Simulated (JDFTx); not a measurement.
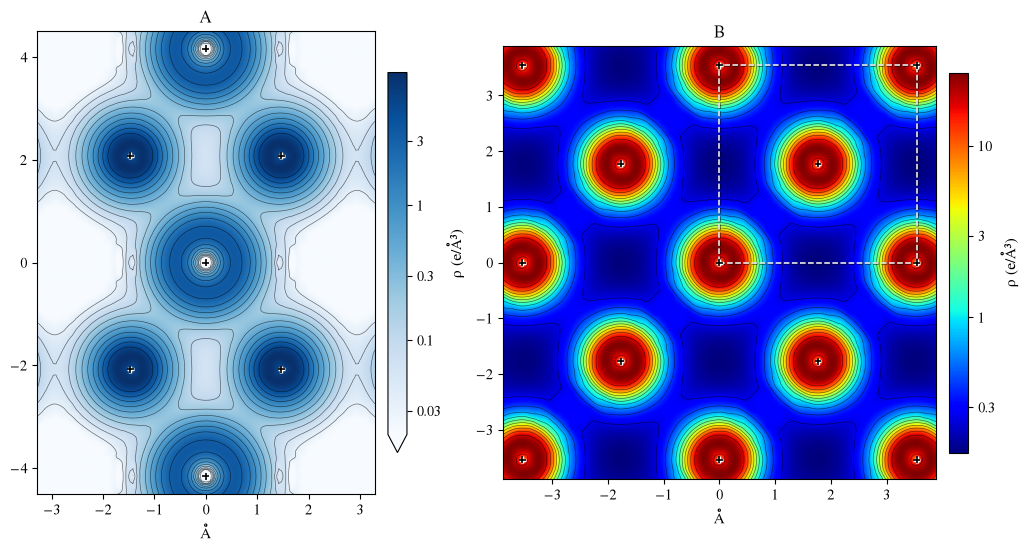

The valence pseudo-density of 2 systems, each on a plane through atoms (crosses mark nuclei in the plane).

Level of theory: JDFTx 1.7.0 (patched build), Kohn-Sham DFT of a periodic cell, r2SCAN, SG15-PBE-1.2.

System 1: PbF2, the (110) plane of the conventional cell. Space group Fm-3m.

System 2: Cu, the (010) plane of the conventional cell. Space group Fm-3m; computed pressure about 6 GPa in this cell.

```yaml
crystal:
  lattice:
    - [3.54120, 0.00000, 0.00000]
    - [0.00000, 3.54120, 0.00000]
    - [0.00000, 0.00000, 3.54120]
  atoms:
    - { symbol: Cu, position: [0.00000, 0.00000, 0.00000] }
    - { symbol: Cu, position: [0.50000, 0.50000, 0.00000] }
    - { symbol: Cu, position: [0.50000, 0.00000, 0.50000] }
    - { symbol: Cu, position: [0.00000, 0.50000, 0.50000] }
```

Match each panel to its system.

Panel A is system 1, PbF2: the plane holds Pb and F. Pb–F (2.55 Å): the density is about 0.26 e/Å³ at the midpoint. Panel B is system 2, Cu: the plane holds Cu. Cu–Cu (2.50 Å): ρ at the midpoint is about 0.31 e/Å³.
